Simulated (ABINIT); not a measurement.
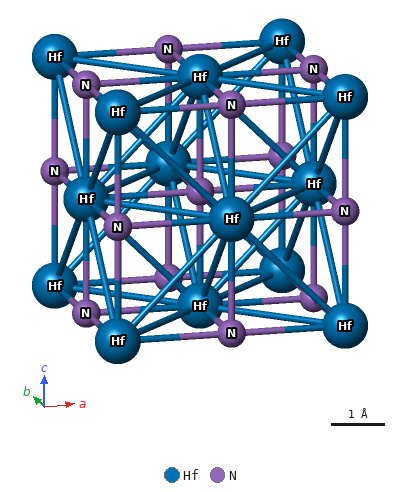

**Figure 1.** The starting structure (ball-and-stick view of the cell 4 times as large as that of the calculation, set on its symmetry axes, seen slightly off an axis). Near neighbours in the crystal (not all of them lie inside the picture): Hf has 12 Hf at 3.19 Å and 6 N at 2.26 Å; N has 6 Hf at 2.26 Å.

# Geometry relaxation of HfN (part 1 of 2)

System: HfN (Fm-3m, 2 atoms in the cell).
Method: Kohn-Sham DFT of a periodic cell, LDA, PseudoDojo NC SR LDA v0.4.1 standard, no spin polarisation (ABINIT 10.8.3).

The structure derives from an entry of the Crystallography Open Database.

Log:
```
.Version 10.8.3 of ABINIT
 Symmetries : space group Fm -3 m (#225); Bravais cF (face-center cubic)
================================================================================
 Values of the parameters that define the memory need of the present run
     intxc =       0    ionmov =       2      iscf =       7    lmnmax =       8
     lnmax =       8     mgfft =      40  mpssoang =       4    mqgrid =    3001
     natom =       2  nloc_mem =       1    nspden =       1   nspinor =       1
    nsppol =       1      nsym =      48    n1xccc =    2501    ntypat =       2
    occopt =       3   xclevel =       1
       mpw =        2573          nfft =       64000          nkpt =          29
================================================================================
================================================================================

--------------------------------------------------------------------------------
------------- Echo of variables that govern the present computation ------------
--------------------------------------------------------------------------------
 -outvars: echo values of preprocessed input variables --------
            acell      6.0291065698E+00  6.0291065698E+00  6.0291065698E+00 Bohr
              amu      1.78490000E+02  1.40067400E+01
          chkprim           0
      chksymtnons           0
          dilatmx      1.08000000E+00
             ecut      4.20000000E+01 Hartree
           ecutsm      5.00000000E-01 Hartree
           ionmov           2
              ixc           7
         kptrlatt        8    0    0      0    8    0      0    0    8
          kptrlen      4.82328526E+01
            natom           2
            nband          13
            ngfft          40      40      40
             nkpt          29
            nstep          80
             nsym          48
            ntime          50
           ntypat           2
           occopt           3
          optcell           2
           prtden           0
        prtebands           0
           prteig           0
            prtwf           0
            rprim      0.0000000000E+00  7.0710678120E-01  7.0710678120E-01
                       7.0710678120E-01  0.0000000000E+00  7.0710678120E-01
                       7.0710678120E-01  7.0710678120E-01  0.0000000000E+00
          spgroup         225
           tolmxf      2.00000000E-05
           tolsym      1.00000000E-06
           tolvrs      1.00000000E-12
           tsmear      1.83746611E-03 Hartree
            typat      1  2
           xangst      0.0000000000E+00  0.0000000000E+00  0.0000000000E+00
                       2.2560000000E+00  2.2560000000E+00  2.2560000000E+00
            xcart      0.0000000000E+00  0.0000000000E+00  0.0000000000E+00
                       4.2632221401E+00  4.2632221401E+00  4.2632221401E+00
             xred      0.0000000000E+00  0.0000000000E+00  0.0000000000E+00
                       5.0000000000E-01  5.0000000000E-01  5.0000000000E-01
            znucl       72.00000    7.00000

================================================================================

 chkinp: Checking input parameters for consistency.

================================================================================
== DATASET  1 ==================================================================

--- !DatasetInfo
iteration_state: {dtset: 1, }
dimensions: {natom: 2, nkpt: 29, mband: 13, nsppol: 1, nspinor: 1, nspden: 1, mpw: 2573, }
cutoff_energies: {ecut:  42.0, pawecutdg:  -1.0, }
electrons: {nelect:   1.70000000E+01, charge:   0.00000000E+00, occopt:   3.00000000E+00, tsmear:   1.83746611E-03, }
meta: {optdriver: 0, ionmov: 2, optcell: 2, iscf: 7, paral_kgb: 0, }
...

 Exchange-correlation functional for the present dataset will be:
  LDA: Perdew-Wang 92 LSD fit to Ceperley-Alder data - ixc=7
  J.P.Perdew and Y.Wang, PRB 45, 13244 (1992)

 Real(R)+Recip(G) space primitive vectors, cartesian coordinates (Bohr,Bohr^-1):
 R(1)=  0.0000000  4.2632221  4.2632221  G(1)= -0.1172822  0.1172822  0.1172822
 R(2)=  4.2632221  0.0000000  4.2632221  G(2)=  0.1172822 -0.1172822  0.1172822
 R(3)=  4.2632221  4.2632221  0.0000000  G(3)=  0.1172822  0.1172822 -0.1172822
 Unit cell volume ucvol=  1.5496866E+02 bohr^3
 Angles (23,13,12)=  6.00000000E+01  6.00000000E+01  6.00000000E+01 degrees

 getcut: wavevector=  0.0000  0.0000  0.0000  ngfft=  40  40  40
         ecut(hartree)=     48.989   => boxcut(ratio)=   2.10569

--- Pseudopotential description ------------------------------------------------
- pspini: atom type   1  psp file is ./Hf.upf
  72.00000  12.00000  180309                  znucl, zion, pspdat
12 -1012 3 -1 1618                            pspcod,pspxc,lmax,lloc,mmax
     nproj     2     2     2     2

- pspini: atom type   2  psp file is ./N.upf
   7.00000   5.00000  180309                  znucl, zion, pspdat
12 -1012 1 -1 1058                            pspcod,pspxc,lmax,lloc,mmax
     nproj     2     2     0     0

   4.63184929E+02                                ecore*ucvol(ha*bohr**3)
--------------------------------------------------------------------------------

================================================================================

=== [ionmov= 2] Broyden-Fletcher-Goldfarb-Shanno method (forces)
================================================================================

--- Iteration: ( 1/50) Internal Cycle: (1/1)
--------------------------------------------------------------------------------

---SELF-CONSISTENT-FIELD CONVERGENCE--------------------------------------------

--- !BeginCycle
iteration_state: {dtset: 1, itime: 1, icycle: 1, }
solver: {iscf: 7, nstep: 80, nline: 4, wfoptalg: 0, }
tolerances: {tolvrs: 1.00E-12, }
...

     iter   Etot(hartree)      deltaE(h)  residm     vres2
 ETOT  1  -66.781692502871    -6.678E+01 1.454E-01 1.136E+03
 ETOT  2  -66.649642382358     1.321E-01 1.663E-02 2.042E+03
 ETOT  3  -66.958844067802    -3.092E-01 1.452E-02 1.316E+01
 ETOT  4  -66.960932511362    -2.088E-03 5.853E-03 2.576E+00
 ETOT  5  -66.961276669374    -3.442E-04 1.168E-03 1.667E-01
 ETOT  6  -66.961300266170    -2.360E-05 2.263E-03 3.655E-05
 ETOT  7  -66.961300276940    -1.077E-08 3.551E-04 1.763E-06
 ETOT  8  -66.961300276925     1.498E-11 5.540E-04 1.215E-06
 ETOT  9  -66.961300277151    -2.253E-10 4.105E-04 1.012E-08
 ETOT 10  -66.961300277150     6.963E-13 1.309E-04 1.037E-11
 ETOT 11  -66.961300277152    -1.492E-12 2.308E-04 3.342E-14

 At SCF step   11       vres2   =  3.34E-14 < tolvrs=  1.00E-12 =>converged.

 Cartesian components of stress tensor (hartree/bohr^3)
  sigma(1 1)=  4.11704533E-04  sigma(3 2)=  0.00000000E+00
  sigma(2 2)=  4.11704533E-04  sigma(3 1)=  0.00000000E+00
  sigma(3 3)=  4.11704533E-04  sigma(2 1)=  0.00000000E+00

--- !ResultsGS
iteration_state: {dtset: 1, itime: 1, icycle: 1, }
comment   : Summary of ground state results
lattice_vectors:
- [  0.0000000,   4.2632221,   4.2632221, ]
- [  4.2632221,   0.0000000,   4.2632221, ]
- [  4.2632221,   4.2632221,   0.0000000, ]
lattice_lengths: [   6.02911,    6.02911,    6.02911, ]
lattice_angles: [ 60.000,  60.000,  60.000, ] # degrees, (23, 13, 12)
lattice_volume:   1.5496866E+02
convergence: {deltae: -1.492E-12, res2:  3.342E-14, residm:  2.308E-04, diffor: null, }
etotal    :  -6.69613003E+01
entropy   :   0.00000000E+00
fermie    :   5.00511747E-01
cartesian_stress_tensor: # hartree/bohr^3
- [  4.11704533E-04,   0.00000000E+00,   0.00000000E+00, ]
- [  0.00000000E+00,   4.11704533E-04,   0.00000000E+00, ]
- [  0.00000000E+00,   0.00000000E+00,   4.11704533E-04, ]
pressure_GPa:  -1.2113E+01
xred      :
- [  0.0000E+00,   0.0000E+00,   0.0000E+00, Hf]
- [  5.0000E-01,   5.0000E-01,   5.0000E-01,  N]
cartesian_forces: # hartree/bohr
- [ -0.00000000E+00,  -0.00000000E+00,  -0.00000000E+00, ]
- [ -0.00000000E+00,  -0.00000000E+00,  -0.00000000E+00, ]
force_length_stats: {min:   0.00000000E+00, max:   0.00000000E+00, mean:   0.00000000E+00, }
...

 Integrated electronic density in atomic spheres:
 ------------------------------------------------
 Atom  Sphere_radius  Integrated_density
    1        2.00000          8.47494902
    2        2.00000          5.23382421

---OUTPUT-----------------------------------------------------------------------

 Cartesian coordinates (xcart) [bohr]
  0.00000000000000E+00  0.00000000000000E+00  0.00000000000000E+00
  4.26322214011075E+00  4.26322214011075E+00  4.26322214011075E+00
 Reduced coordinates (xred)
  0.00000000000000E+00  0.00000000000000E+00  0.00000000000000E+00
  5.00000000000000E-01  5.00000000000000E-01  5.00000000000000E-01
 Cartesian forces (fcart) [Ha/bohr]; max,rms= 0.00000E+00 0.00000E+00 (free atoms)
 -0.00000000000000E+00 -0.00000000000000E+00 -0.00000000000000E+00
 -0.00000000000000E+00 -0.00000000000000E+00 -0.00000000000000E+00
 Gradient of E wrt nuclear positions in reduced coordinates (gred)
  0.00000000000000E+00  0.00000000000000E+00  0.00000000000000E+00
  0.00000000000000E+00  0.00000000000000E+00  0.00000000000000E+00
 Scale of Primitive Cell (acell) [bohr]
  6.02910656983918E+00  6.02910656983918E+00  6.02910656983918E+00
 Real space primitive translations (rprimd) [bohr]
  0.00000000000000E+00  4.26322214011075E+00  4.26322214011075E+00
  4.26322214011075E+00  0.00000000000000E+00  4.26322214011075E+00
  4.26322214011075E+00  4.26322214011075E+00  0.00000000000000E+00
 Unitary Cell Volume (ucvol) [Bohr^3]=  1.54968662094846E+02
 Angles (23,13,12)= [degrees]
  6.00000000000000E+01  6.00000000000000E+01  6.00000000000000E+01
 Lengths [Bohr]
  6.02910656995388E+00  6.02910656995388E+00  6.02910656995388E+00
 Stress tensor in cartesian coordinates (strten) [Ha/bohr^3]
  4.11704533283139E-04  0.00000000000000E+00  0.00000000000000E+00
  0.00000000000000E+00  4.11704533283139E-04  0.00000000000000E+00
  0.00000000000000E+00  0.00000000000000E+00  4.11704533283139E-04
 Total energy (etotal) [Ha]= -6.69613002771516E+01

--- Iteration: ( 2/50) Internal Cycle: (1/1)
--------------------------------------------------------------------------------

---SELF-CONSISTENT-FIELD CONVERGENCE--------------------------------------------

--- !BeginCycle
iteration_state: {dtset: 1, itime: 2, icycle: 1, }
solver: {iscf: 7, nstep: 80, nline: 4, wfoptalg: 0, }
tolerances: {tolvrs: 1.00E-12, }
...

     iter   Etot(hartree)      deltaE(h)  residm     vres2
 ETOT  1  -66.960597014565    -6.696E+01 6.950E-04 2.065E+01
 ETOT  2  -66.961090670582    -4.937E-04 3.820E-04 1.001E+01
 ETOT  3  -66.962100136618    -1.009E-03 1.507E-04 3.857E+00
 ETOT  4  -66.962663457075    -5.633E-04 8.922E-04 5.330E-03
 ETOT  5  -66.962664267763    -8.107E-07 2.090E-05 1.788E-05
 ETOT  6  -66.962664269371    -1.607E-09 9.850E-05 1.001E-07
 ETOT  7  -66.962664269382    -1.107E-11 5.750E-06 4.333E-10
 ETOT  8  -66.962664269382    -5.684E-14 2.162E-05 2.494E-12
 ETOT  9  -66.962664269383    -1.236E-12 1.839E-06 4.298E-15

 At SCF step    9       vres2   =  4.30E-15 < tolvrs=  1.00E-12 =>converged.

 Cartesian components of stress tensor (hartree/bohr^3)
  sigma(1 1)=  5.73274389E-05  sigma(3 2)=  0.00000000E+00
  sigma(2 2)=  5.73274389E-05  sigma(3 1)=  0.00000000E+00
  sigma(3 3)=  5.73274389E-05  sigma(2 1)=  0.00000000E+00

--- !ResultsGS
iteration_state: {dtset: 1, itime: 2, icycle: 1, }
comment   : Summary of ground state results
lattice_vectors:
- [  0.0000000,   4.2105665,   4.2105665, ]
- [  4.2105665,   0.0000000,   4.2105665, ]
- [  4.2105665,   4.2105665,   0.0000000, ]
lattice_lengths: [   5.95464,    5.95464,    5.95464, ]
lattice_angles: [ 60.000,  60.000,  60.000, ] # degrees, (23, 13, 12)
lattice_volume:   1.4929717E+02
convergence: {deltae: -1.236E-12, res2:  4.298E-15, residm:  1.839E-06, diffor: null, }
etotal    :  -6.69626643E+01
entropy   :   0.00000000E+00
fermie    :   5.20669025E-01
cartesian_stress_tensor: # hartree/bohr^3
- [  5.73274389E-05,   0.00000000E+00,   0.00000000E+00, ]
- [  0.00000000E+00,   5.73274389E-05,   0.00000000E+00, ]
- [  0.00000000E+00,   0.00000000E+00,   5.73274389E-05, ]
pressure_GPa:  -1.6866E+00
xred      :
- [  0.0000E+00,   0.0000E+00,   0.0000E+00, Hf]
- [  5.0000E-01,   5.0000E-01,   5.0000E-01,  N]
cartesian_forces: # hartree/bohr
- [ -0.00000000E+00,  -0.00000000E+00,  -0.00000000E+00, ]
- [ -0.00000000E+00,  -0.00000000E+00,  -0.00000000E+00, ]
force_length_stats: {min:   0.00000000E+00, max:   0.00000000E+00, mean:   0.00000000E+00, }
...

 Integrated electronic density in atomic spheres:
 ------------------------------------------------
 Atom  Sphere_radius  Integrated_density
    1        2.00000          8.50644341
    2        2.00000          5.29089011

---OUTPUT-----------------------------------------------------------------------

 Cartesian coordinates (xcart) [bohr]
  0.00000000000000E+00  0.00000000000000E+00  0.00000000000000E+00
  4.21056650366646E+00  4.21056650366646E+00  4.21056650366646E+00
 Reduced coordinates (xred)
  0.00000000000000E+00  0.00000000000000E+00  0.00000000000000E+00
  5.00000000000000E-01  5.00000000000000E-01  5.00000000000000E-01
 Cartesian forces (fcart) [Ha/bohr]; max,rms= 0.00000E+00 0.00000E+00 (free atoms)
 -0.00000000000000E+00 -0.00000000000000E+00 -0.00000000000000E+00
 -0.00000000000000E+00 -0.00000000000000E+00 -0.00000000000000E+00
 Gradient of E wrt nuclear positions in reduced coordinates (gred)
  0.00000000000000E+00  0.00000000000000E+00  0.00000000000000E+00
  0.00000000000000E+00  0.00000000000000E+00  0.00000000000000E+00
 Scale of Primitive Cell (acell) [bohr]
  5.95464025475897E+00  5.95464025475897E+00  5.95464025475897E+00
 Real space primitive translations (rprimd) [bohr]
  0.00000000000000E+00  4.21056650366646E+00  4.21056650366646E+00
  4.21056650366646E+00  0.00000000000000E+00  4.21056650366646E+00
  4.21056650366646E+00  4.21056650366646E+00  0.00000000000000E+00
 Unitary Cell Volume (ucvol) [Bohr^3]=  1.49297174712772E+02
 Angles (23,13,12)= [degrees]
  6.00000000000000E+01  6.00000000000000E+01  6.00000000000000E+01
 Lengths [Bohr]
  5.95464025475897E+00  5.95464025475897E+00  5.95464025475897E+00
 Stress tensor in cartesian coordinates (strten) [Ha/bohr^3]
  5.73274388919222E-05  0.00000000000000E+00  0.00000000000000E+00
  0.00000000000000E+00  5.73274388919187E-05  0.00000000000000E+00
  0.00000000000000E+00  0.00000000000000E+00  5.73274388919152E-05
 Total energy (etotal) [Ha]= -6.69626642693831E+01

 Difference of energy with previous step (new-old):
           Absolute (Ha)=-1.36399E-03
           Relative     =-2.03697E-05

--- Iteration: ( 3/50) Internal Cycle: (1/1)
--------------------------------------------------------------------------------

---SELF-CONSISTENT-FIELD CONVERGENCE--------------------------------------------
```
